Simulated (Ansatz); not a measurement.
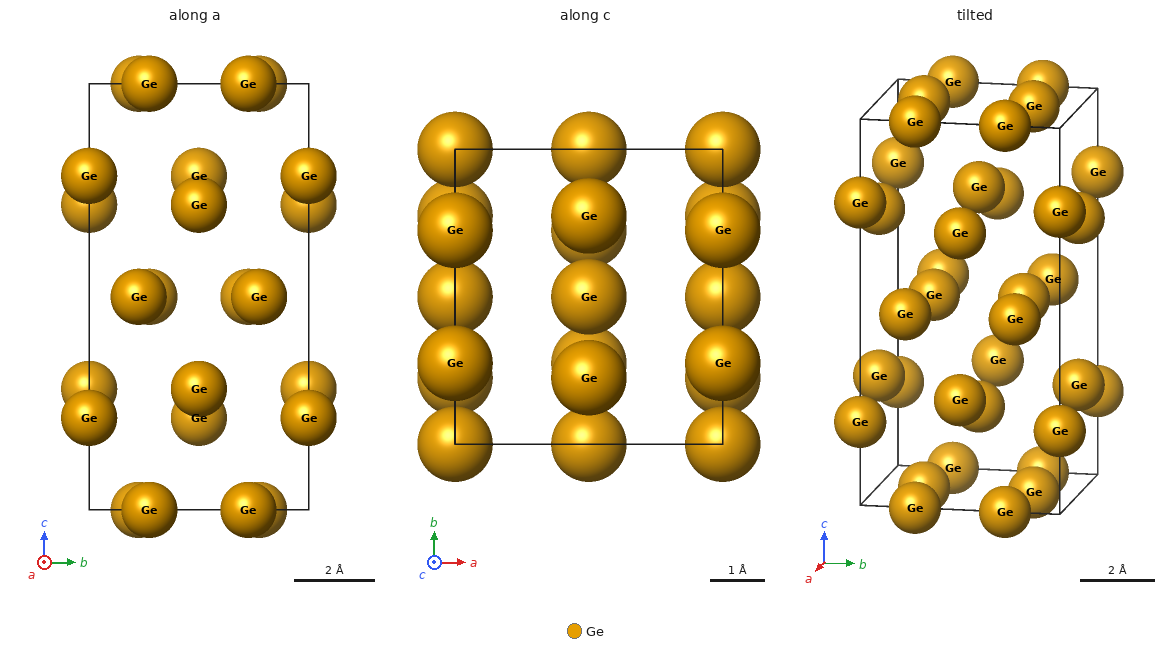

Shown here is a spheres-only view of the crystal, taken along the a axis, along the c axis and slightly off an axis. Lines trace the edges of the conventional unit cell. Cell: a = 5.036 Å, b = 5.544 Å, c = 10.766 Å, α = 90.00°, β = 90.00°, γ = 90.00°.

State composition, symmetry and coordination.

The element is germanium. The symmetry is that of Fmmm (No. 69), on a face-centred orthorhombic lattice. The cell holds 16 atoms.

Origin of the cell: a structure listed in the Materials Project. The cell was then strained or its atoms displaced on purpose. An electronic-structure calculation with Ansatz was run on it.
